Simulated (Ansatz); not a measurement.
# Residual resistivity of an alloy: Mo(100) with 4 layers of random Mo-Ta, 2x2, part 2 of 2

Aim: the residual resistivity of a random alloy, from Mo(100) with 4 layers of random Mo-Ta, 2x2 and longer regions.

Ansatz 0.2.0; Ansatz plane-wave DFT, PBE, PAW files; ballistic transport by layer matching (Landauer), zero bias; PAW set soft_1.

So far. Step 2 (With 4 alloy layers): Over the solved energies the transmission per spin lies between 4.18 and 4.31, out of 6.74 channels of the lead on average (up to 6.84).

**3. With 8 alloy layers**

System of this step: Mo(100) with 8 layers of random Mo-Ta, 2x2. The cell holds 72 atoms: 56 Mo and 16 Ta. Cell: a = 6.294 Å, b = 6.294 Å, c = 28.323 Å, α = 90.0°, β = 90.0°, γ = 90.0°. It derives from Mo. Regions: lead, 40 atoms (40 Mo); scattering region, 32 atoms (16 Mo and 16 Ta). The structure is stacked along c, and the current runs across the ab planes.

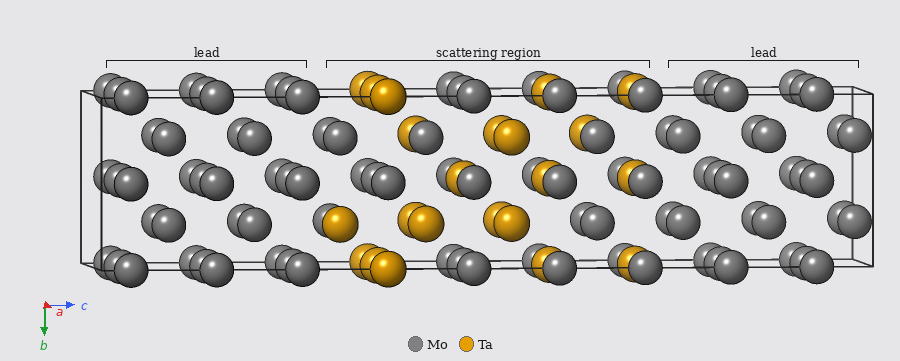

The cell of this step (molybdenum grey, tantalum orange). Some periodic images of atoms are drawn too.

input.yaml

```yaml
crystal:
  lattice:
    - [6.294, 0.0, 0.0]
    - [0.0, 6.294, 0.0]
    - [0.0, 0.0, 28.323]
  atoms:
    - { symbol: Mo, position: [0.0, 0.0, 0.0277777778] }
    - { symbol: Mo, position: [0.0, 0.5, 0.0277777778] }
    - { symbol: Mo, position: [0.5, 0.0, 0.0277777778] }
    - { symbol: Mo, position: [0.5, 0.5, 0.0277777778] }
    - { symbol: Mo, position: [0.25, 0.25, 0.0833333333] }
    - { symbol: Mo, position: [0.25, 0.75, 0.0833333333] }
    - { symbol: Mo, position: [0.75, 0.25, 0.0833333333] }
    - { symbol: Mo, position: [0.75, 0.75, 0.0833333333] }
    - { symbol: Mo, position: [0.0, 0.0, 0.1388888889] }
    - { symbol: Mo, position: [0.0, 0.5, 0.1388888889] }
    - { symbol: Mo, position: [0.5, 0.0, 0.1388888889] }
    - { symbol: Mo, position: [0.5, 0.5, 0.1388888889] }
    - { symbol: Mo, position: [0.25, 0.25, 0.1944444444] }
    - { symbol: Mo, position: [0.25, 0.75, 0.1944444444] }
    - { symbol: Mo, position: [0.75, 0.25, 0.1944444444] }
    - { symbol: Mo, position: [0.75, 0.75, 0.1944444444] }
    - { symbol: Mo, position: [0.0, 0.0, 0.25] }
    - { symbol: Mo, position: [0.0, 0.5, 0.25] }
    - { symbol: Mo, position: [0.5, 0.0, 0.25] }
    - { symbol: Mo, position: [0.5, 0.5, 0.25] }
    - { symbol: Mo, position: [0.25, 0.25, 0.3055555556] }
    - { symbol: Mo, position: [0.25, 0.75, 0.3055555556] }
    - { symbol: Mo, position: [0.75, 0.25, 0.3055555556] }
    - { symbol: Ta, position: [0.75, 0.75, 0.3055555556] }
    - { symbol: Ta, position: [0.0, 0.0, 0.3611111111] }
    - { symbol: Mo, position: [0.0, 0.5, 0.3611111111] }
    - { symbol: Ta, position: [0.5, 0.0, 0.3611111111] }
    - { symbol: Mo, position: [0.5, 0.5, 0.3611111111] }
    - { symbol: Ta, position: [0.25, 0.25, 0.4166666667] }
    - { symbol: Ta, position: [0.25, 0.75, 0.4166666667] }
    - { symbol: Mo, position: [0.75, 0.25, 0.4166666667] }
    - { symbol: Ta, position: [0.75, 0.75, 0.4166666667] }
    - { symbol: Mo, position: [0.0, 0.0, 0.4722222222] }
    - { symbol: Mo, position: [0.0, 0.5, 0.4722222222] }
    - { symbol: Mo, position: [0.5, 0.0, 0.4722222222] }
    - { symbol: Ta, position: [0.5, 0.5, 0.4722222222] }
    - { symbol: Ta, position: [0.25, 0.25, 0.5277777778] }
    - { symbol: Ta, position: [0.25, 0.75, 0.5277777778] }
    - { symbol: Ta, position: [0.75, 0.25, 0.5277777778] }
    - { symbol: Ta, position: [0.75, 0.75, 0.5277777778] }
    - { symbol: Mo, position: [0.0, 0.0, 0.5833333333] }
    - { symbol: Mo, position: [0.0, 0.5, 0.5833333333] }
    - { symbol: Ta, position: [0.5, 0.0, 0.5833333333] }
    - { symbol: Ta, position: [0.5, 0.5, 0.5833333333] }
    - { symbol: Ta, position: [0.25, 0.25, 0.6388888889] }
    - { symbol: Mo, position: [0.25, 0.75, 0.6388888889] }
    - { symbol: Mo, position: [0.75, 0.25, 0.6388888889] }
    - { symbol: Mo, position: [0.75, 0.75, 0.6388888889] }
    - { symbol: Mo, position: [0.0, 0.0, 0.6944444444] }
    - { symbol: Mo, position: [0.0, 0.5, 0.6944444444] }
    - { symbol: Ta, position: [0.5, 0.0, 0.6944444444] }
    - { symbol: Ta, position: [0.5, 0.5, 0.6944444444] }
    - { symbol: Mo, position: [0.25, 0.25, 0.75] }
    - { symbol: Mo, position: [0.25, 0.75, 0.75] }
    - { symbol: Mo, position: [0.75, 0.25, 0.75] }
    - { symbol: Mo, position: [0.75, 0.75, 0.75] }
    - { symbol: Mo, position: [0.0, 0.0, 0.8055555556] }
    - { symbol: Mo, position: [0.0, 0.5, 0.8055555556] }
    - { symbol: Mo, position: [0.5, 0.0, 0.8055555556] }
    - { symbol: Mo, position: [0.5, 0.5, 0.8055555556] }
    - { symbol: Mo, position: [0.25, 0.25, 0.8611111111] }
    - { symbol: Mo, position: [0.25, 0.75, 0.8611111111] }
    - { symbol: Mo, position: [0.75, 0.25, 0.8611111111] }
    - { symbol: Mo, position: [0.75, 0.75, 0.8611111111] }
    - { symbol: Mo, position: [0.0, 0.0, 0.9166666667] }
    - { symbol: Mo, position: [0.0, 0.5, 0.9166666667] }
    - { symbol: Mo, position: [0.5, 0.0, 0.9166666667] }
    - { symbol: Mo, position: [0.5, 0.5, 0.9166666667] }
    - { symbol: Mo, position: [0.25, 0.25, 0.9722222222] }
    - { symbol: Mo, position: [0.25, 0.75, 0.9722222222] }
    - { symbol: Mo, position: [0.75, 0.25, 0.9722222222] }
    - { symbol: Mo, position: [0.75, 0.75, 0.9722222222] }
kpoints:
  mp_grid: { grid: [4, 4, 1] }
hamiltonian:
  xc: pbe
  pseudopotentials: { kind: paw, azcp: { folder: soft_1 } }
scf:
  occupations: { method: fermi_dirac, width: 0.1 }
output:
  transmission: { leads: [[0, 4]], kmesh: [8, 8], e_range: [-0.05, 0.05], de: 0.05 }
  write_potential: true
  write_density: true
  volumetric_format: npy
```

Command:

```console
$ ansatz run input.yaml --threads 4 --pin off --max-ram 15360MiB --backend cpu --events-out ev --progress --plain --runs-dir out
```

Numbers of over 12 decimals in the logs are rounded to 6 here.

Log:

```text
[...]
Crystal: 72 atoms, lattice volume = 1122.000 Å³
Basis set: ecut = 420 eV, 21955 PW (Γ)
Bands: 596, of which v1, the nominal top of the filled ones, is band 496 counted from 1 (495 counted from 0)
Symmetry: 1 space group operations
[...]
k-points: 10 of 16 (time reversal used)
[...]
SCF iter   1: F=—  HF=-436628.152268 eV  |F-HF|=—  |Δ(HF+E_count)|=         —  Δρ=1.70e-1  dr2=5.62e3  ethr=3.10e-3  ⟨swp⟩=4.5  Hψ=22439  notcnv=0  defer=10
[...]
SCF iter  11: F=-436472.619612 eV  HF=-436472.619612 eV  |F-HF|=1.83e-8  |Δ(HF+E_count)|=   8.61e-9  Δρ=3.72e-7  dr2=1.90e-8  ethr=1.01e-11  ⟨swp⟩=8.8  Hψ=17991  notcnv=0
SCF 1 converged in 11 iterations: F = -436472.619612 eV  dr2 = 1.90e-8
[...]
transmission: 192 of 1904 steps passed
transmission: 381 of 1904 steps passed
[...]
transmission: 1904 of 1904 steps passed
SCF converged after 11 iterations
Free energy (F): -436472.619612 eV
[...]
Internal energy: -436470.927746 eV  (E = F + TS)
E sigma→0 (E₀):  -436471.773679 eV
Entropy (-TS):   -1.691866 eV (-23.498 meV/atom)
Fermi energy:    21.245366 eV
[...]
--- Band table (eV; the first three rows and the last of 10) ---
  k-point 0: bands = [... 492 lower, 21.3214, 21.3222, 21.3397, 21.3462, 21.3745, 21.4205, 21.4389, 21.4837, ... 96 higher]
  k-point 1: bands = [... 492 lower, 21.2846, 21.2909, 21.3653, 21.3831, 21.4046, 21.4283, 21.4369, 21.4432, ... 96 higher]
  k-point 2: bands = [... 492 lower, 21.1076, 21.1321, 21.1484, 21.1654, 21.1935, 21.2212, 21.2876, 21.3004, ... 96 higher]
  k-point 9: bands = [... 492 lower, 20.1229, 20.1471, 20.1617, 20.1799, 20.2014, 20.2675, 20.3424, 20.4139, ... 96 higher]
--- Transmission ---
  basis      : 349 plane waves across, 56 finite elements along
  points     : 34, standing for a mesh of 8 x 8
[...]
channels       : 6.593750e0 a spin
[...]
slowest decay  : 0.0476 /Å at (0.5000, 0.3750)
  junction   : crystal 0 to crystal 0, 0.70 to 27.45 Å
    transmission   : 3.605154e0 a spin
[...]
```

Wall time 19 min (4 threads of Arm Neoverse V1, shared host); peak memory 8 GiB.

Numbers from this step:

```
free energy                                    : -436472.6196 eV
energy at zero smearing                        : -436471.7737 eV
Fermi energy                                   : 21.25 eV
transmission per spin nearest the Fermi level  : 3.605
open channels per spin nearest the Fermi level : 6.594
step of the lead's potential                   : 6.9 meV
```

Per spin. Transmission, zone mean against energy, zero at the Fermi level:

```tsv
energy (eV)	transmission, zone mean
-0.0500	3.69
0.0000	3.61
0.0500	3.60
```

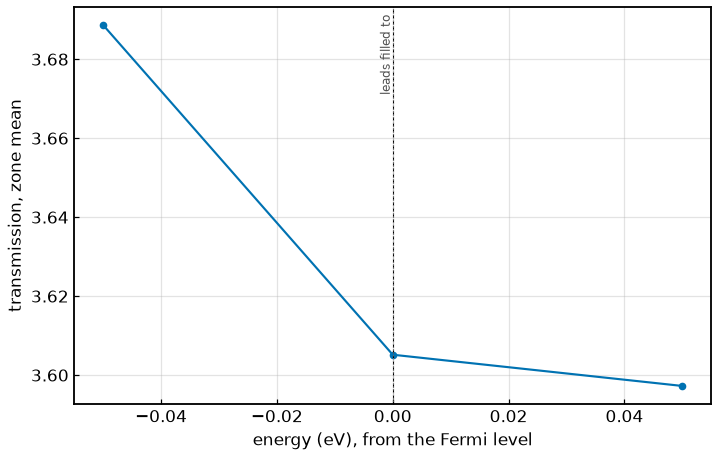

Transmission, zone mean against energy.

Over the solved energies the transmission per spin lies between 3.60 and 3.69, out of 6.68 channels of the lead on average (up to 6.84).

**4. With 12 alloy layers**

System of this step: Mo(100) with 12 layers of random Mo-Ta, 2x2. The cell holds 88 atoms: 64 Mo and 24 Ta. Its edges and angles: a = 6.294 Å, b = 6.294 Å, c = 34.617 Å, α = 90.0°, β = 90.0°, γ = 90.0°. It derives from Mo. Regions: lead, 40 atoms (40 Mo); scattering region, 48 atoms (24 Ta and 24 Mo). The structure is stacked along c, and the current runs across the ab planes.

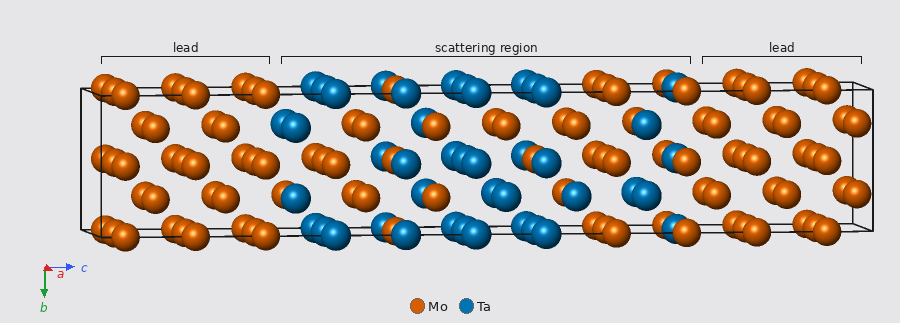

The cell of this step (molybdenum orange, tantalum blue). Some periodic images of atoms are drawn too.

input.yaml

```yaml
crystal:
  lattice:
    - [6.294, 0.0, 0.0]
    - [0.0, 6.294, 0.0]
    - [0.0, 0.0, 34.617]
  atoms:
    - { symbol: Mo, position: [0.0, 0.0, 0.0227272727] }
    - { symbol: Mo, position: [0.0, 0.5, 0.0227272727] }
    - { symbol: Mo, position: [0.5, 0.0, 0.0227272727] }
    - { symbol: Mo, position: [0.5, 0.5, 0.0227272727] }
    - { symbol: Mo, position: [0.25, 0.25, 0.0681818182] }
    - { symbol: Mo, position: [0.25, 0.75, 0.0681818182] }
    - { symbol: Mo, position: [0.75, 0.25, 0.0681818182] }
    - { symbol: Mo, position: [0.75, 0.75, 0.0681818182] }
    - { symbol: Mo, position: [0.0, 0.0, 0.1136363636] }
    - { symbol: Mo, position: [0.0, 0.5, 0.1136363636] }
    - { symbol: Mo, position: [0.5, 0.0, 0.1136363636] }
    - { symbol: Mo, position: [0.5, 0.5, 0.1136363636] }
    - { symbol: Mo, position: [0.25, 0.25, 0.1590909091] }
    - { symbol: Mo, position: [0.25, 0.75, 0.1590909091] }
    - { symbol: Mo, position: [0.75, 0.25, 0.1590909091] }
    - { symbol: Mo, position: [0.75, 0.75, 0.1590909091] }
    - { symbol: Mo, position: [0.0, 0.0, 0.2045454545] }
    - { symbol: Mo, position: [0.0, 0.5, 0.2045454545] }
    - { symbol: Mo, position: [0.5, 0.0, 0.2045454545] }
    - { symbol: Mo, position: [0.5, 0.5, 0.2045454545] }
    - { symbol: Ta, position: [0.25, 0.25, 0.25] }
    - { symbol: Mo, position: [0.25, 0.75, 0.25] }
    - { symbol: Ta, position: [0.75, 0.25, 0.25] }
    - { symbol: Ta, position: [0.75, 0.75, 0.25] }
    - { symbol: Ta, position: [0.0, 0.0, 0.2954545455] }
    - { symbol: Mo, position: [0.0, 0.5, 0.2954545455] }
    - { symbol: Ta, position: [0.5, 0.0, 0.2954545455] }
    - { symbol: Mo, position: [0.5, 0.5, 0.2954545455] }
    - { symbol: Mo, position: [0.25, 0.25, 0.3409090909] }
    - { symbol: Mo, position: [0.25, 0.75, 0.3409090909] }
    - { symbol: Mo, position: [0.75, 0.25, 0.3409090909] }
    - { symbol: Mo, position: [0.75, 0.75, 0.3409090909] }
    - { symbol: Ta, position: [0.0, 0.0, 0.3863636364] }
    - { symbol: Ta, position: [0.0, 0.5, 0.3863636364] }
    - { symbol: Mo, position: [0.5, 0.0, 0.3863636364] }
    - { symbol: Mo, position: [0.5, 0.5, 0.3863636364] }
    - { symbol: Ta, position: [0.25, 0.25, 0.4318181818] }
    - { symbol: Ta, position: [0.25, 0.75, 0.4318181818] }
    - { symbol: Mo, position: [0.75, 0.25, 0.4318181818] }
    - { symbol: Mo, position: [0.75, 0.75, 0.4318181818] }
    - { symbol: Ta, position: [0.0, 0.0, 0.4772727273] }
    - { symbol: Ta, position: [0.0, 0.5, 0.4772727273] }
    - { symbol: Ta, position: [0.5, 0.0, 0.4772727273] }
    - { symbol: Ta, position: [0.5, 0.5, 0.4772727273] }
    - { symbol: Mo, position: [0.25, 0.25, 0.5227272727] }
    - { symbol: Ta, position: [0.25, 0.75, 0.5227272727] }
    - { symbol: Mo, position: [0.75, 0.25, 0.5227272727] }
    - { symbol: Ta, position: [0.75, 0.75, 0.5227272727] }
    - { symbol: Ta, position: [0.0, 0.0, 0.5681818182] }
    - { symbol: Ta, position: [0.0, 0.5, 0.5681818182] }
    - { symbol: Ta, position: [0.5, 0.0, 0.5681818182] }
    - { symbol: Mo, position: [0.5, 0.5, 0.5681818182] }
    - { symbol: Mo, position: [0.25, 0.25, 0.6136363636] }
    - { symbol: Mo, position: [0.25, 0.75, 0.6136363636] }
    - { symbol: Mo, position: [0.75, 0.25, 0.6136363636] }
    - { symbol: Ta, position: [0.75, 0.75, 0.6136363636] }
    - { symbol: Mo, position: [0.0, 0.0, 0.6590909091] }
    - { symbol: Mo, position: [0.0, 0.5, 0.6590909091] }
    - { symbol: Mo, position: [0.5, 0.0, 0.6590909091] }
    - { symbol: Mo, position: [0.5, 0.5, 0.6590909091] }
    - { symbol: Mo, position: [0.25, 0.25, 0.7045454545] }
    - { symbol: Ta, position: [0.25, 0.75, 0.7045454545] }
    - { symbol: Ta, position: [0.75, 0.25, 0.7045454545] }
    - { symbol: Ta, position: [0.75, 0.75, 0.7045454545] }
    - { symbol: Mo, position: [0.0, 0.0, 0.75] }
    - { symbol: Mo, position: [0.0, 0.5, 0.75] }
    - { symbol: Ta, position: [0.5, 0.0, 0.75] }
    - { symbol: Ta, position: [0.5, 0.5, 0.75] }
    - { symbol: Mo, position: [0.25, 0.25, 0.7954545455] }
    - { symbol: Mo, position: [0.25, 0.75, 0.7954545455] }
    - { symbol: Mo, position: [0.75, 0.25, 0.7954545455] }
    - { symbol: Mo, position: [0.75, 0.75, 0.7954545455] }
    - { symbol: Mo, position: [0.0, 0.0, 0.8409090909] }
    - { symbol: Mo, position: [0.0, 0.5, 0.8409090909] }
    - { symbol: Mo, position: [0.5, 0.0, 0.8409090909] }
    - { symbol: Mo, position: [0.5, 0.5, 0.8409090909] }
    - { symbol: Mo, position: [0.25, 0.25, 0.8863636364] }
    - { symbol: Mo, position: [0.25, 0.75, 0.8863636364] }
    - { symbol: Mo, position: [0.75, 0.25, 0.8863636364] }
    - { symbol: Mo, position: [0.75, 0.75, 0.8863636364] }
    - { symbol: Mo, position: [0.0, 0.0, 0.9318181818] }
    - { symbol: Mo, position: [0.0, 0.5, 0.9318181818] }
    - { symbol: Mo, position: [0.5, 0.0, 0.9318181818] }
    - { symbol: Mo, position: [0.5, 0.5, 0.9318181818] }
    - { symbol: Mo, position: [0.25, 0.25, 0.9772727273] }
    - { symbol: Mo, position: [0.25, 0.75, 0.9772727273] }
    - { symbol: Mo, position: [0.75, 0.25, 0.9772727273] }
    - { symbol: Mo, position: [0.75, 0.75, 0.9772727273] }
kpoints:
  mp_grid: { grid: [4, 4, 1] }
hamiltonian:
  xc: pbe
  pseudopotentials: { kind: paw, azcp: { folder: soft_1 } }
scf:
  occupations: { method: fermi_dirac, width: 0.1 }
output:
  transmission: { leads: [[0, 4]], kmesh: [8, 8], e_range: [-0.05, 0.05], de: 0.05 }
  write_potential: true
  write_density: true
  volumetric_format: npy
```

Log:

```text
[...]
Crystal: 88 atoms, lattice volume = 1371.333 Å³
Basis set: ecut = 420 eV, 26839 PW (Γ)
Bands: 725, of which v1, the nominal top of the filled ones, is band 604 counted from 1 (603 counted from 0)
Symmetry: 1 space group operations
[...]
k-points: 10 of 16 (time reversal used)
[...]
SCF iter   1: F=—  HF=-555808.393620 eV  |F-HF|=—  |Δ(HF+E_count)|=         —  Δρ=1.83e-1  dr2=6.89e3  ethr=3.10e-3  ⟨swp⟩=4.1  Hψ=27190  notcnv=0  defer=38
[...]
SCF iter  11: F=-555588.136667 eV  HF=-555588.136667 eV  |F-HF|=3.77e-8  |Δ(HF+E_count)|=   1.26e-8  Δρ=4.27e-7  dr2=3.88e-8  ethr=8.28e-12  ⟨swp⟩=8.3  Hψ=21139  notcnv=0
SCF 1 converged in 11 iterations: F = -555588.136667 eV  dr2 = 3.88e-8
[...]
transmission: 228 of 2278 steps passed
transmission: 456 of 2278 steps passed
[...]
transmission: 2278 of 2278 steps passed
SCF converged after 11 iterations
Free energy (F): -555588.136667 eV
[...]
Internal energy: -555586.348890 eV  (E = F + TS)
E sigma→0 (E₀):  -555587.242778 eV
Entropy (-TS):   -1.787777 eV (-20.316 meV/atom)
Fermi energy:    21.285700 eV
[...]
--- Band table (eV; the first three rows and the last of 10) ---
  k-point 0: bands = [... 600 lower, 21.5457, 21.5493, 21.5546, 21.5747, 21.5823, 21.6041, 21.6067, 21.6115, ... 117 higher]
  k-point 1: bands = [... 600 lower, 21.3852, 21.4202, 21.4268, 21.4465, 21.4576, 21.4662, 21.4773, 21.5051, ... 117 higher]
  k-point 2: bands = [... 600 lower, 20.9232, 20.9456, 21.0021, 21.0954, 21.2499, 21.2996, 21.3297, 21.3638, ... 117 higher]
  k-point 9: bands = [... 600 lower, 20.2676, 20.2744, 20.3074, 20.3227, 20.3306, 20.3787, 20.3967, 20.4225, ... 117 higher]
--- Transmission ---
  basis      : 349 plane waves across, 67 finite elements along
  points     : 34, standing for a mesh of 8 x 8
[...]
channels       : 6.781250e0 a spin
[...]
slowest decay  : 0.0505 /Å at (0.5000, 0.3750)
  junction   : crystal 0 to crystal 0, 0.70 to 33.74 Å
    transmission   : 3.160008e0 a spin
[...]
```

Wall time 29 min (4 threads); peak memory 8.1 GiB; 1.8 h of CPU time.

This step gave:

- free energy: -555588.1367 eV
- energy at zero smearing: -555587.2428 eV
- Fermi energy: 21.29 eV
- transmission per spin nearest the Fermi level: 3.160
- open channels per spin nearest the Fermi level: 6.781
- step of the lead's potential: 6.3 meV

Per spin. Table of transmission, zone mean by energy, zero at the Fermi level:

```tsv
energy (eV)	transmission, zone mean
-0.0500	3.25
0.0000	3.16
0.0500	3.12
```

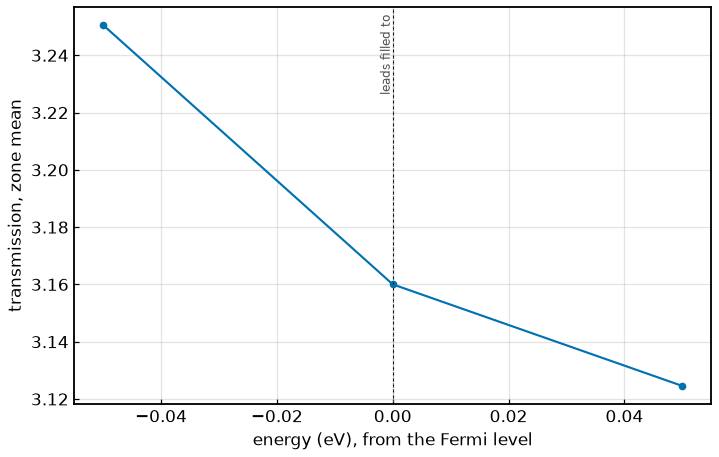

Transmission, zone mean against energy.

Over the solved energies the transmission per spin lies between 3.12 and 3.25, out of 6.74 channels of the lead on average (up to 6.84).

**5. The fit**

This step: Ansatz plane-wave DFT, PBE, PAW files; ballistic transport by layer matching (Landauer), zero bias; residual resistivity from the slope of the area resistance, atoms on the host's lattice; PAW set soft_1 (Ansatz 0.2.0).

Numbers from this step:

| Property | Result |
| --- | --- |
| resistivity | 32.05 µΩ cm |
| intercept | 0.2429 fΩ m² |
| scatter about the fit | 0.002663 fΩ m² |

Resistance, by row:

```tsv
run	length (Å)	T	channels N	RA (fΩ m²)
n4	6.294	4.242	6.74	0.4466
n8	12.59	3.63	6.677	0.6426
n12	18.88	3.178	6.74	0.85
```

Table of area resistance by length of the alloy:

```tsv
length of the alloy (Å)	area resistance (fΩ m²)
6.29	0.447
12.59	0.643
18.88	0.850
```

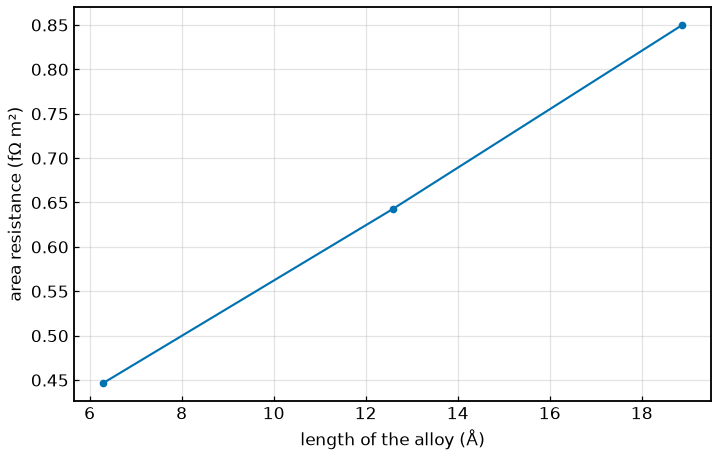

Area resistance, plotted against length of the alloy.

The area resistance goes from 0.45 to 0.85 fΩ m² between 6.3 and 18.9 Å, a slope of 32 µΩ cm.

By hand from the end points: (0.8500 − 0.4466) fΩ m² / (18.88 − 6.29) Å = 32 µΩ cm, since 1 fΩ m² per Å is 1000 µΩ cm.

**6. Results**

```yaml
resistivity_from_the_slope: 32.1 µΩ cm
area_resistance_over_6p29_a: 0.447 fΩ m²
area_resistance_over_12p6_a: 0.643 fΩ m²
area_resistance_over_18p9_a: 0.850 fΩ m²
```

In words: The slope gives 32 µΩ cm. The points scatter by 0.0027 fΩ m² about the line, with one random draw a length in a 2x2 cell, so the slope is a rough value. Read with a model of isotropic scattering on a spherical Fermi surface and the lead's 1.3×10¹⁵ S/m², this slope means a mean free path near 18 Å (a rough figure, since the alloy's own channel count differs); over these lengths the model's slope is 1.04 times its bulk resistivity, which would be 31 µΩ cm. The atoms sit on the host's lattice, so scattering by size misfit is left out. Spin-orbit coupling is left out, which matters for Ta.

[Logs are printed without paths, hosts, clocks, repeated set-up lines and the standing remarks that a program may print on its own settings, such as how far it seeks lower states.]

[Hosts, paths, dates, database ids (printed as entryN), source tags and the programs' standing remarks are cut or masked in the printed files.]
